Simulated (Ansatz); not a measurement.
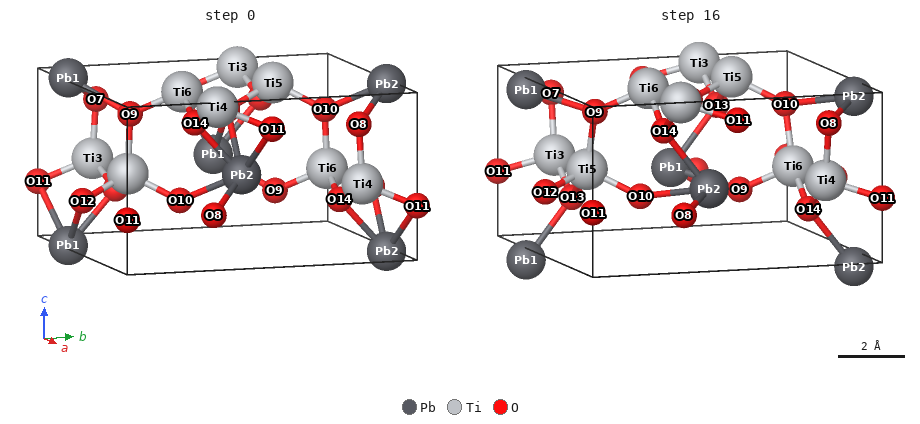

The structure of a crystal of Ti2PbO4 (a generated structure, set up in Ama2) before (left) and after (right) a relaxation, at one scale.

Style: ball-and-stick. Shown: the conventional cell (2 times the calculation's cell), slightly off an axis. Lengths and directions refer to the drawn axes.

The start is a swapped structure.

These are results of DFT, PAW plane waves, r2SCAN in Ansatz 0.2.0, not measurements.

The input:
```yaml
crystal:
  lattice:
    - [-8.50174543, 0.0, 0.0]
    - [0.0, 0.0, 5.17540645]
    - [0.0, 4.67174657, 2.58770373]
  atoms:
    - { symbol: Pb, position: [0.75, 0.9697, 0.0564] }
    - { symbol: Pb, position: [0.25, 0.0261, 0.9436] }
    - { symbol: Ti, position: [0.9476, 0.2871, 0.3452] }
    - { symbol: Ti, position: [0.0524, 0.6323, 0.6548] }
    - { symbol: Ti, position: [0.5524, 0.2871, 0.3452] }
    - { symbol: Ti, position: [0.4476, 0.6323, 0.6548] }
    - { symbol: O, position: [0.9405, 0.631, 0.3652] }
    - { symbol: O, position: [0.0595, 0.9962, 0.6348] }
    - { symbol: O, position: [0.5595, 0.631, 0.3652] }
    - { symbol: O, position: [0.4405, 0.9962, 0.6348] }
    - { symbol: O, position: [0.0, 0.3257, 0.0] }
    - { symbol: O, position: [0.5, 0.3257, 0.0] }
    - { symbol: O, position: [0.75, 0.1309, 0.3812] }
    - { symbol: O, position: [0.25, 0.5121, 0.6188] }
  symmetry: { tolerance: 0.0003 }
kpoints:
  mp_grid: { grid: [3, 5, 5], shift: [0, 0, 0] }
magnetization:
  spin_polarized: false
scf:
  occupations: { method: fermi_dirac }
  lower_state_search: "off"
hamiltonian:
  pseudopotentials: { kind: paw }
  xc: r2scan
basis:
  ecutwfc: 500
  fft_grid_basis: typed
relax:
  max_steps: 60
  cell: { p_target: 0.0 }
  f_tol: 0.03
output:
  forces: true
  stress: true
  eigenvalues: true
  bader: false
  populations: true
  elf: true
  write_potential: true
  volumetric_format: npy
  dos:
    e_range: [-12, 8]
    de: 0.05
    projected: { site_lists: { O: [O], Pb: [Pb], Ti: [Ti] } }
  write_density: true
checkpoint:
  read: saved_state
```

Launched with:
```bash
ansatz run input.yaml --threads 2 --pin off --max-ram 2560MiB --backend cpu --events-out ev --progress --plain --runs-dir out
```

> Describe what moved and what it gained.

After 14 accepted moves (16 points after the start) the energy has fallen by 217 meV per atom. The largest force component goes from 1.7 to 0.0049 eV/Å. Pressure: 16.52 GPa at the start and −0.01 GPa at the end. The line search rejected the trial step at point 3 of the run. The SCF was repeated once at an unchanged geometry on a basis and grid sized afresh for the cell, which shifted the energy by 0.5 meV per atom at most. The largest moves relative to the cell, 0.43 Å, are those of Pb1 and Pb2. Pb1 goes roughly along −c. By element the largest moves are Pb 0.43 Å, O 0.37 Å, Ti 0.26 Å. The drawn cell changes as follows: a 8.502 → 9.033 Å (+6.3 %), b 9.343 → 9.330 Å (−0.1 %), c 5.175 → 5.253 Å (+1.5 %); the volume changes by +7.7 %. Some distances before and after: Pb1–O11 2.732 → 3.318 Å, Ti3–Ti5 3.360 → 3.086 Å, Ti3–Ti4 3.095 → 3.342 Å, Pb1–O7 2.369 → 2.611 Å. Among the angles between lasting bonds that change: O10–Ti6–O14 110.8° → 141.3°, Pb1–O9–Ti5 113.2° → 85.6°, Ti4–O14–Ti6 132.8° → 109.5°. The space group stays Ama2 (No. 40). The run took 15 min on 2 threads of Arm Neoverse V1, on a shared host, peak memory 1.1 GiB.
